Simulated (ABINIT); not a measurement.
## Phonon calculation, with input and output: NbSi (part 2 of 2)

Continued. System: NbSi (2 atoms in the cell). Method: Kohn-Sham DFT of a periodic cell, PBE with D2, spin-orbit coupling, Ansatz PAW PBE default generated set, frozen core, no spin polarisation (ABINIT 10.8.3); cutoff 419.06 eV, 6×6×6 k-mesh, fermi-dirac of 0.05 eV. The structure was built on a prototype by a generator; it need not be a known phase.

Geometry of the input (Å; fractional positions):
```
3.1477  0.0000  0.0000
0.0000  3.1477  0.0000
0.0000  0.0000  3.1477
Nb 0.0000  0.0000  0.0000
Si 0.5000  0.5000  0.5000
```

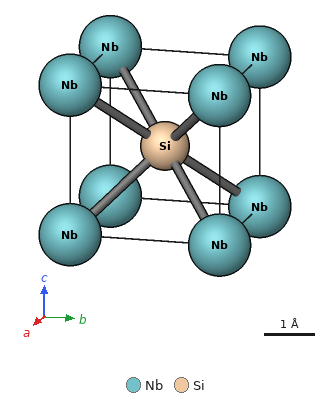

The input geometry (ball-and-stick view of the cell of the calculation, seen slightly off an axis). An atom can appear more than once, as a periodic image.

### Output, continued
```
 Mean square residual over all n,k,spin=   45.583E-16; max=  99.212E-16
 reduced coordinates (array xred) for    2 atoms
       0.000000000000      0.000000000000      0.000000000000
       0.500000000000      0.500000000000      0.500000000000
 rms dE/dt=  0.0000E+00; max dE/dt=  0.0000E+00; dE/dt below (all hartree)
    1       0.000000000000      0.000000000000      0.000000000000
    2       0.000000000000      0.000000000000      0.000000000000

 cartesian coordinates (angstrom) at end:
    1      0.00000000000000     0.00000000000000     0.00000000000000
    2      1.57386940000000     1.57386940000000     1.57386940000000

 cartesian forces (hartree/bohr) at end:
    1     -0.00000000000000    -0.00000000000000    -0.00000000000000
    2     -0.00000000000000    -0.00000000000000    -0.00000000000000
 frms,max,avg= 0.0000000E+00 0.0000000E+00   0.000E+00  0.000E+00  0.000E+00 h/b

 cartesian forces (eV/Angstrom) at end:
    1     -0.00000000000000    -0.00000000000000    -0.00000000000000
    2     -0.00000000000000    -0.00000000000000    -0.00000000000000
 frms,max,avg= 0.0000000E+00 0.0000000E+00   0.000E+00  0.000E+00  0.000E+00 e/A
 length scales=  5.948364247894  5.948364247894  5.948364247894 bohr
              =  3.147738800000  3.147738800000  3.147738800000 angstroms
 Fermi (or HOMO) energy (hartree) =   0.37942   Average Vxc (hartree)=  -0.44401
 Eigenvalues (hartree) for nkpt=  11  k points:
 kpt#   1, nband= 30, wtk=  0.03704, kpt=  0.0833  0.0833  0.0833 (reduced coord)
  -1.62192   -1.62192   -0.78983   -0.78983   -0.71356   -0.71356   -0.71337   -0.71337
  -0.01008   -0.01008    0.28707    0.28707    0.28746    0.28746    0.39962    0.39962
   0.43336    0.43336    0.43392    0.43392    0.50928    0.50928    0.50993    0.50993
   0.53148    0.53148    0.75003    0.75003    0.75043    0.75043
      occupation numbers for kpt#   1
   1.00000    1.00000    1.00000    1.00000    1.00000    1.00000    1.00000    1.00000
   1.00000    1.00000    1.00000    1.00000    1.00000    1.00000    0.00002    0.00002
   0.00000    0.00000    0.00000    0.00000    0.00000    0.00000    0.00000    0.00000
   0.00000    0.00000    0.00000    0.00000    0.00000    0.00000
 prteigrs : prtvol=0 or 1, do not print more k-points.

--- !EnergyTerms
iteration_state     : {dtset: 1, }
comment             : Components of total free energy in Hartree
kinetic             :  1.60873989398788E+01
hartree             :  1.04514084161739E+01
xc                  : -8.53260226658629E+00
Ewald energy        : -5.11318195420051E+01
psp_core            :  3.03205158629107E+00
local_psp           : -3.41330015278612E+01
PAW spherical_terms :  2.70203812014997E+00
VdWaals_dft_d       : -2.93875904944218E-02
internal            : -6.15539138644533E+01
'-kT*entropy'       : -6.25793889537170E-04
total_energy        : -6.15545396583428E+01
total_energy_eV     : -1.67498435383672E+03
...

--- !EnergyTermsDC
iteration_state     : {dtset: 1, }
comment             : '"Double-counting" decomposition of free energy'
band_energy         : -5.46068360023290E+00
Ewald energy        : -5.11318195420051E+01
psp_core            :  3.03205158629107E+00
xc_dc               : -9.36595301852001E+00
PAW spherical_terms :  1.40187915463392E+00
VdWaals_dft_d       : -2.93875904944218E-02
internal            : -6.15539130103274E+01
'-kT*entropy'       : -6.25793889537170E-04
total_energy_dc     : -6.15545388042169E+01
total_energy_dc_eV  : -1.67498433059477E+03
...

--- !EnergyTermsWithPAWCore
iteration_state     : {dtset: 1, }
comment             : 'Components of total free energy, including PAW core contributions'
Total energy        : -4.03504480635287E+03
Total energy DC     : -4.03504480549874E+03
Total energy (eV)   : -1.09799162745507E+05
Total energy DC (eV): -1.09799162722266E+05
...

 Cartesian components of stress tensor (hartree/bohr^3)
  sigma(1 1)=  1.10043224E-06  sigma(3 2)=  0.00000000E+00
  sigma(2 2)=  1.10043224E-06  sigma(3 1)=  0.00000000E+00
  sigma(3 3)=  1.10043224E-06  sigma(2 1)=  0.00000000E+00

-Cartesian components of stress tensor (GPa)         [Pressure= -3.2376E-02 GPa]
- sigma(1 1)=  3.23758344E-02  sigma(3 2)=  0.00000000E+00
- sigma(2 2)=  3.23758344E-02  sigma(3 1)=  0.00000000E+00
- sigma(3 3)=  3.23758344E-02  sigma(2 1)=  0.00000000E+00

================================================================================
== DATASET  2 ==================================================================

--- !DatasetInfo
iteration_state: {dtset: 2, }
dimensions: {natom: 2, nkpt: 216, mband: 30, nsppol: 1, nspinor: 2, nspden: 1, mpw: 615, }
cutoff_energies: {ecut:  15.4, pawecutdg:  30.8, }
electrons: {nelect:   1.70000000E+01, charge:   0.00000000E+00, occopt:   3.00000000E+00, tsmear:   1.83747000E-03, }
meta: {optdriver: 1, rfphon: 1, }
...

 mkfilename : getwfk/=0, take file _WFK from output of DATASET   1.

 Exchange-correlation functional for the present dataset will be:
  GGA: Perdew-Burke-Ernzerhof functional - ixc=11
  J.P.Perdew, K.Burke, M.Ernzerhof, PRL 77, 3865 (1996)

 Real(R)+Recip(G) space primitive vectors, cartesian coordinates (Bohr,Bohr^-1):
 R(1)=  5.9483642  0.0000000  0.0000000  G(1)=  0.1681134  0.0000000  0.0000000
 R(2)=  0.0000000  5.9483642  0.0000000  G(2)=  0.0000000  0.1681134  0.0000000
 R(3)=  0.0000000  0.0000000  5.9483642  G(3)=  0.0000000  0.0000000  0.1681134
 Unit cell volume ucvol=  2.1047119E+02 bohr^3
 Angles (23,13,12)=  9.00000000E+01  9.00000000E+01  9.00000000E+01 degrees
 setup1 : take into account q-point for computing boxcut.

 Coarse grid specifications (used for wave-functions):

 getcut: wavevector=  0.0000  0.0000  0.0000  ngfft=  24  24  24
         ecut(hartree)=     15.400   => boxcut(ratio)=   2.28396

 getcut : COMMENT -
  Note that boxcut > 2.2 ; recall that boxcut=Gcut(box)/Gcut(sphere) = 2
  is sufficient for exact treatment of convolution.
  Such a large boxcut is a waste : you could raise ecut
  e.g. ecut=   20.083395 Hartrees makes boxcut=2

 Fine grid specifications (used for densities):

 getcut: wavevector=  0.0000  0.0000  0.0000  ngfft=  30  30  30
         ecut(hartree)=     30.800   => boxcut(ratio)=   2.01875
--------------------------------------------------------------------------------

 ==>  initialize data related to q vector <==

 The list of irreducible perturbations for this q vector is:
    1)    idir= 1    ipert=   1
    2)    idir= 1    ipert=   2

================================================================================

 The perturbation idir=   2  ipert=   1 is
 symmetric of a previously calculated perturbation.
 So, its SCF calculation is not needed.

 The perturbation idir=   3  ipert=   1 is
 symmetric of a previously calculated perturbation.
 So, its SCF calculation is not needed.

 The perturbation idir=   2  ipert=   2 is
 symmetric of a previously calculated perturbation.
 So, its SCF calculation is not needed.

 The perturbation idir=   3  ipert=   2 is
 symmetric of a previously calculated perturbation.
 So, its SCF calculation is not needed.

--------------------------------------------------------------------------------
 Perturbation wavevector (in red.coord.)   0.000000  0.000000  0.000000
 Perturbation : displacement of atom   1   along direction   1
 Found     4 symmetries that leave the perturbation invariant.
 symkpt : the number of k-points, thanks to the symmetries,
 is reduced to    54 .

--------------------------------------------------------------------------------

--------------------------------------------------------------------------------

 dfpt_looppert : total number of electrons, from k and k+q
  fully or partially occupied states are    1.700000E+01 and    1.700000E+01.
 Initialisation of the first-order wave-functions :
  ireadwf=   0

--- !BeginCycle
iteration_state: {dtset: 2, }
solver: {iscf: 7, nstep: 80, nline: 4, wfoptalg: 10, }
tolerances: {tolvrs: 1.00E-08, }
...

     iter   2DEtotal(Ha)        deltaE(Ha) residm    vres2
-ETOT  1   873.68440227772     -2.170E+02 4.402E+00 1.552E+06
 ETOT  2   10.699408285901     -8.630E+02 5.848E-01 1.813E+04
 ETOT  3   2.3175217773964     -8.382E+00 3.652E-02 1.076E+03
 ETOT  4   1.8344339720595     -4.831E-01 5.195E-03 1.927E+01
 ETOT  5   1.8232080997481     -1.123E-02 1.402E-04 5.404E-01
 ETOT  6   1.8228670388582     -3.411E-04 6.878E-06 3.175E-02
 ETOT  7   1.8228403420450     -2.670E-05 4.727E-07 7.080E-04
 ETOT  8   1.8228396595839     -6.825E-07 3.310E-08 3.163E-05
 ETOT  9   1.8228396415559     -1.803E-08 1.711E-09 1.367E-06
 ETOT 10   1.8228396408517     -7.042E-10 3.405E-11 9.745E-08
 ETOT 11   1.8228396408055     -4.616E-11 4.527E-12 6.978E-09

 At SCF step   11       vres2   =  6.98E-09 < tolvrs=  1.00E-08 =>converged.
================================================================================

 ----iterations are completed or convergence reached----

 Mean square residual over all n,k,spin=   36.307E-15; max=  45.269E-13

 2DEtotal=    0.1822839641E+01 Ha. Also 2DEtotal=    0.496019935304E+02 eV
    (2DErelax=   -1.0888997694E+03 Ha. 2DEnonrelax=    1.0907226091E+03 Ha)
    (  non-var. 2DEtotal :    1.8228206763E+00 Ha)

--------------------------------------------------------------------------------
 Perturbation wavevector (in red.coord.)   0.000000  0.000000  0.000000
 Perturbation : displacement of atom   2   along direction   1
 Found     4 symmetries that leave the perturbation invariant.
 symkpt : the number of k-points, thanks to the symmetries,
 is reduced to    54 .

--------------------------------------------------------------------------------

--------------------------------------------------------------------------------

 dfpt_looppert : total number of electrons, from k and k+q
  fully or partially occupied states are    1.700000E+01 and    1.700000E+01.
 Initialisation of the first-order wave-functions :
  ireadwf=   0

--- !BeginCycle
iteration_state: {dtset: 2, }
solver: {iscf: 7, nstep: 80, nline: 4, wfoptalg: 10, }
tolerances: {tolvrs: 1.00E-08, }
...

     iter   2DEtotal(Ha)        deltaE(Ha) residm    vres2
-ETOT  1   14.539895649731     -1.842E+01 2.742E-01 2.750E+04
 ETOT  2   2.2971903329034     -1.224E+01 1.631E-02 1.005E+03
 ETOT  3   1.8141654270310     -4.830E-01 2.030E-03 9.446E+00
 ETOT  4   1.8102698341230     -3.896E-03 2.374E-05 3.368E-01
 ETOT  5   1.8101228262316     -1.470E-04 7.749E-07 4.690E-03
 ETOT  6   1.8101212399907     -1.586E-06 1.477E-08 2.511E-04
 ETOT  7   1.8101210850100     -1.550E-07 8.857E-10 1.997E-05
 ETOT  8   1.8101210724789     -1.253E-08 4.723E-11 2.151E-06
 ETOT  9   1.8101210709924     -1.487E-09 5.584E-12 3.742E-08
 ETOT 10   1.8101210709695     -2.295E-11 1.527E-13 1.696E-09

 At SCF step   10       vres2   =  1.70E-09 < tolvrs=  1.00E-08 =>converged.
================================================================================

 ----iterations are completed or convergence reached----

 Mean square residual over all n,k,spin=   49.716E-16; max=  15.267E-14

 2DEtotal=    0.1810121071E+01 Ha. Also 2DEtotal=    0.492559036141E+02 eV
    (2DErelax=   -3.1149196682E+01 Ha. 2DEnonrelax=    3.2959317753E+01 Ha)
    (  non-var. 2DEtotal :    1.8101199882E+00 Ha)

================================================================================

 ---- first-order wavefunction calculations are completed ----

 ==> Compute Derivative Database <==

  Dynamical matrix, in cartesian coordinates,
   if specified in the inputs, asr has been imposed
     j1       j2             matrix element
  dir pert dir pert     real part    imaginary part

   1    1   1    1         0.0512991671         0.0000000000
   1    1   1    2        -0.0512991671         0.0000000000

   2    1   2    1         0.0512991671         0.0000000000
   2    1   2    2        -0.0512991671         0.0000000000

   3    1   3    1         0.0512991671         0.0000000000
   3    1   3    2        -0.0512991671         0.0000000000

   1    2   1    1        -0.0512995400         0.0000000000
   1    2   1    2         0.0512995400         0.0000000000

   2    2   2    1        -0.0512995400         0.0000000000
   2    2   2    2         0.0512995400         0.0000000000

   3    2   3    1        -0.0512995400         0.0000000000
   3    2   3    2         0.0512995400         0.0000000000

  Phonon wavevector (reduced coordinates) :  0.00000  0.00000  0.00000
 Phonon energies in Hartree :
   0.000000E+00  0.000000E+00  0.000000E+00  1.142327E-03  1.142327E-03
   1.142327E-03
 Phonon frequencies in cm-1    :
   0.000000E+00  0.000000E+00  0.000000E+00  2.507119E+02  2.507119E+02
   2.507119E+02

== END DATASET(S) ==============================================================
================================================================================

 -outvars: echo values of variables after computation  --------
            acell      5.9483642479E+00  5.9483642479E+00  5.9483642479E+00 Bohr
           etotal1    -6.1554538804E+01
           etotal2     1.8101210710E+00
            fcart1    -0.0000000000E+00 -0.0000000000E+00 -0.0000000000E+00
                      -0.0000000000E+00 -0.0000000000E+00 -0.0000000000E+00
            fcart2     0.0000000000E+00  0.0000000000E+00  0.0000000000E+00
                       0.0000000000E+00  0.0000000000E+00  0.0000000000E+00
           strten1     1.1004322434E-06  1.1004322434E-06  1.1004322434E-06
                       0.0000000000E+00  0.0000000000E+00  0.0000000000E+00
           strten2     0.0000000000E+00  0.0000000000E+00  0.0000000000E+00
                       0.0000000000E+00  0.0000000000E+00  0.0000000000E+00
           xangst      0.0000000000E+00  0.0000000000E+00  0.0000000000E+00
                       1.5738694000E+00  1.5738694000E+00  1.5738694000E+00
             xred      0.0000000000E+00  0.0000000000E+00  0.0000000000E+00
                       5.0000000000E-01  5.0000000000E-01  5.0000000000E-01
 Calculation completed.
```

### Summary

- outcome: converged
- space group (tolerance 0.01 Å): Pm-3m (221)
- electrons treated: 17
- free energy: −1674.9843 eV
- Fermi energy: 10.325 eV
- pressure: −0.03 GPa
- largest force (length of the vector): under 0.001 eV/Å
- wall time: 5.5 min
- peak memory: 0.75 GiB

### Notes

Points of doubt noted for this run: k mesh coarse for metal response.
